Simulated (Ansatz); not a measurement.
**HfSiO₄: density, localisation and related maps**

Input file:

```
crystal:
  lattice:
    - [3.2856928626, 0.0, 0.0]
    - [0.0, 3.2856928626, 0.0]
    - [0.0, 0.0, 5.7004959659]
  atoms:
    - { symbol: Hf, position: [0.5, 0.5, 0.5] }
    - { symbol: Si, position: [0.0, 0.0, 0.0] }
    - { symbol: O, position: [0.5, 0.0, 0.6763713356] }
    - { symbol: O, position: [0.0, 0.5, 0.8779573389] }
    - { symbol: O, position: [0.0, 0.5, 0.3236286644] }
    - { symbol: O, position: [0.5, 0.0, 0.1220426611] }
kpoints:
  mp_grid: { grid: [4, 4, 4] }
  band_path:
    path:
      - [0.0, 0.0, 0.0]
      - [0.0, 0.5, 0.0]
      - [0.5, 0.5, 0.0]
      - [0.0, 0.0, 0.5]
      - [0.0, 0.5, 0.5]
      - [0.5, 0.5, 0.5]
    npoints: 1
hamiltonian:
  xc: pbe0
scf:
  occupations: { method: fixed }
  n_extra_bands: 5
output:
  forces: true
  stress: true
  eigenvalues: true
  write_density: true
  write_potential: true
  elf: true
  volumetric_format: npy
```

Launched as:

```sh
ansatz run input.yaml --threads 4 --pin off --max-ram 6451MiB --backend cpu --events-out ev --progress --plain --runs-dir out
```

Below, planes, directions and counts refer to the conventional cell (a = 3.29 Å, b = 3.29 Å, c = 5.70 Å, α = 90.00°, β = 90.00°, γ = 90.00°).

Space group P-4m2; a structure from a database of computed crystals, not necessarily the ambient phase; started from the tetragonal host prototype, which need not be the ambient phase.

Computed with Ansatz 0.2.0, DFT, PBE0, plane waves, PAW.

The density is the valence pseudo-density of a PAW calculation; it isn't the true density close to the nuclei.

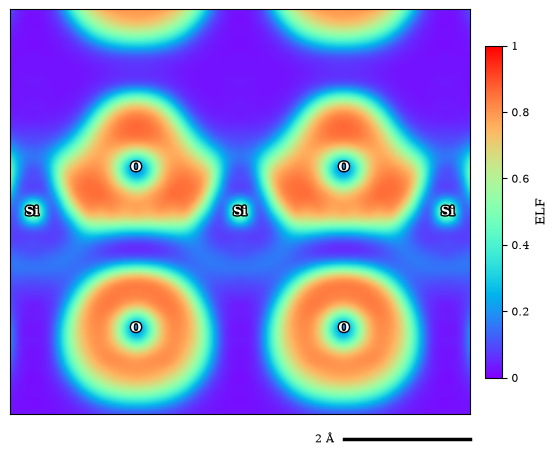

Figure 1. ELF on the (010) plane of the conventional cell.

Read the bonding off the picture.

The plane passes through Si and O nuclei.
Si–O (1.78 Å): the ELF peaks at about 0.85 between the atoms: a polar covalent bond.

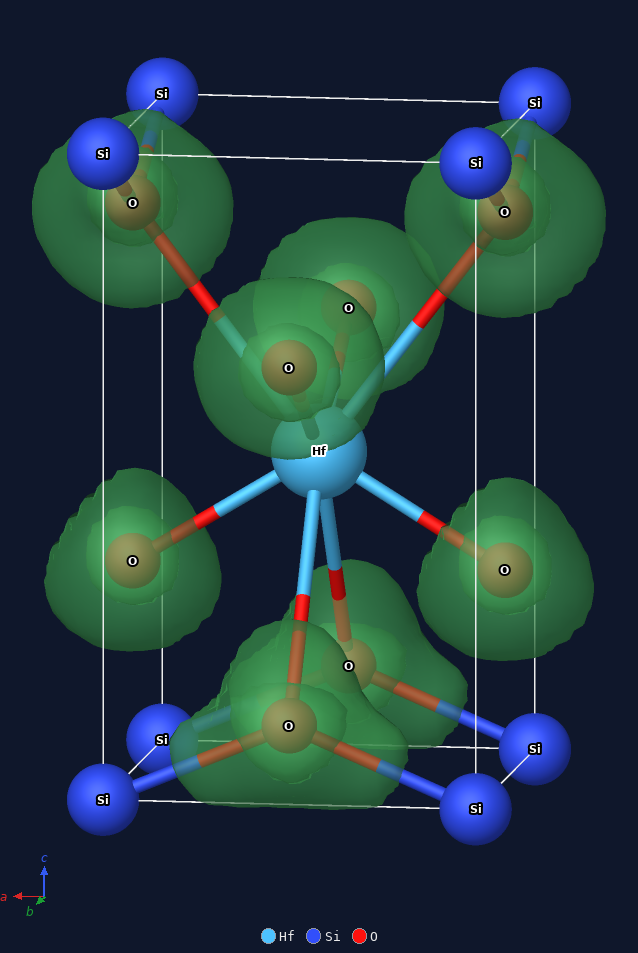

Figure 2. Isosurface of the electron localisation function at 0.75 (green), seen at an oblique angle. Core shells and regions of very low density are left out. Sticks mark near contacts.

Where are the electrons localised?

At this value the surface marks out two regions on O in which the atom's valence shell and bonds are merged and two regions wrapped around O (the valence shell of each), counted in one cell of 6 atoms. Regions shared between cells count once.


 Hf–O (1.93 Å): the ELF peaks at about 0.80 in the valence shell of O, 0.6 Å from its nucleus, and drops to about 0.20 between the two atoms: no shared electron pair shows on this line.

Metal or insulator at this level of theory?

It is gapped, with a Kohn–Sham gap of 5.0 eV on the k-point mesh, an upper bound to the gap of this method.
